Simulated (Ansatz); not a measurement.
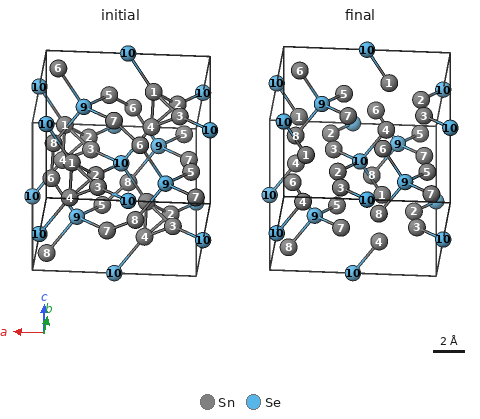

The structure of solid Sn₄Se (a generated structure, set up in Fd-3m) (coarse preliminary run) before (left) and after (right) a relaxation, at one scale.

The picture is a ball-and-stick view of the conventional cell (4 times the calculation's cell), seen from a free direction. Lengths and directions refer to the drawn axes.

These are results of DFT PBE, scalar-relativistic, plane waves, PAW in Ansatz, not measurements. (plane-wave cutoff 420 eV; k-point mesh 4 × 4 × 4; occupations gaussian; smearing width 0.1 eV; no spin polarisation; cell and atoms relaxed; force threshold 0.04 eV/Å; at most 70 steps)

> Summarise the run.

The energy falls by 1815 meV per atom in 5 accepted moves (6 points after the start). Largest force component: 8.5 eV/Å at the start, 0.017 eV/Å at the end. Pressure: 24.36 GPa at the start and −0.18 GPa at the end. The SCF was repeated once at an unchanged geometry on a basis and grid sized afresh for the cell, which shifted the energy by 0.2 meV per atom at most. The largest moves relative to the cell, 0.46 Å, are those of 8 atoms (Sn1, Sn2, Sn3, Sn4 and others). Sn8 goes along [−1 1 1]. Se stays in place. The volume changes by +5.2 %, with a = b = c 10.691 → 10.872 Å (+1.7 %). Among the contacts that change: Sn1–Sn2 2.416 → 3.215 Å, Sn1–Se10 3.150 → 2.739 Å. Bonds break: Sn1–Sn2 (2.42 → 3.21 Å), Sn1–Sn3 (2.42 → 3.21 Å), Sn1–Sn4 (2.42 → 3.21 Å), Sn2–Sn3 (2.42 → 3.21 Å). The space group stays Fd-3m (No. 227). The run took 81 s on 1 thread of Intel(R) Xeon(R) Platinum 8375C CPU @ 2.90GHz (Ice Lake), on a shared host, peak memory 0.72 GiB.
